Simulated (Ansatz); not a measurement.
Cell and atoms:

```xyz
24
Lattice="5.3151 0.0000 0.0000 0.0000 7.4665 0.0000 0.0000 0.0000 8.9599" Properties=species:S:1:pos:R:3 pbc="T T T"
Si    0.0000    0.2786    7.3809
Si    2.6576    0.2786    6.0589
Si    0.0000    7.1880    1.5789
Si    2.6576    7.1880    2.9010
O     2.6576    5.5999    2.6172
O     2.6576    1.8666    6.3427
O     3.9864    7.0868    6.7199
O     3.9864    0.3797    2.2400
O     1.3288    0.3797    2.2400
O     1.3288    7.0868    6.7199
O     0.0000    0.0000    0.0000
O     2.6576    0.0000    4.4799
Si    2.6576    4.0119    2.9010
Si    0.0000    4.0119    1.5789
Si    2.6576    3.4547    6.0589
Si    0.0000    3.4547    7.3809
O     0.0000    1.8666    7.0971
O     0.0000    5.5999    1.8628
O     1.3288    3.3535    2.2400
O     1.3288    4.1130    6.7199
O     3.9864    4.1130    6.7199
O     3.9864    3.3535    2.2400
O     2.6576    3.7333    4.4799
O     0.0000    3.7333    0.0000
```

Q: Summarise the structure in words.

A: The formula is SiO2. Space group: Imma (No. 74). Lattice: body-centred orthorhombic. It has 24 atoms to the cell (8 Si, 16 O). About every Si there are four O in a tetrahedral arrangement at 1.60 to 1.62 Å. O is linked to two Si at 1.60 to 1.62 Å. The bonds build a three-dimensional framework.

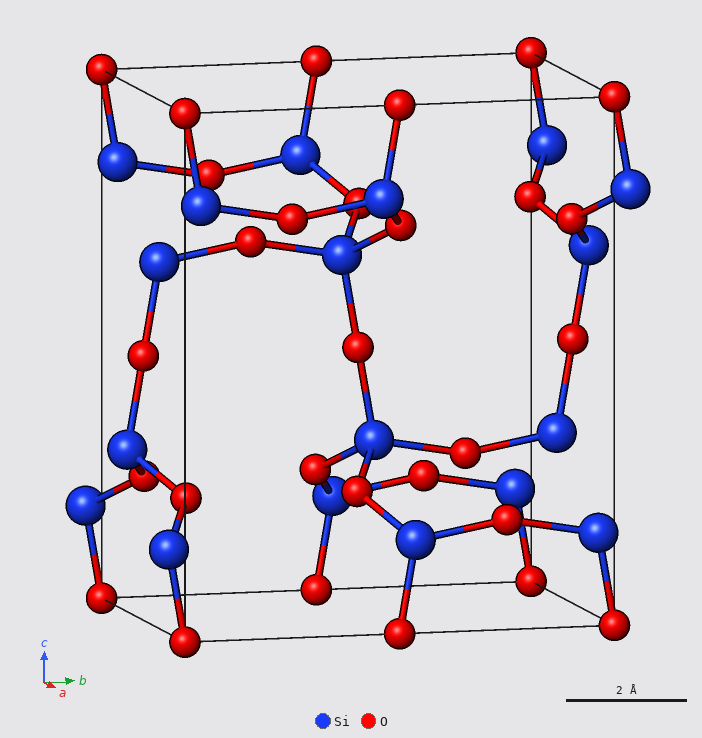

This ball-and-stick model is shown slightly off an axis. Atoms at the boundary of the conventional unit cell (the box) are drawn once for each face, edge or corner they touch.

It goes back to a structure listed in the Materials Project. It was relaxed with DFT PBE, scalar-relativistic, plane waves, PAW (Ansatz 0.2.0) under a constraint or pressure on the cell, so some stress remains.
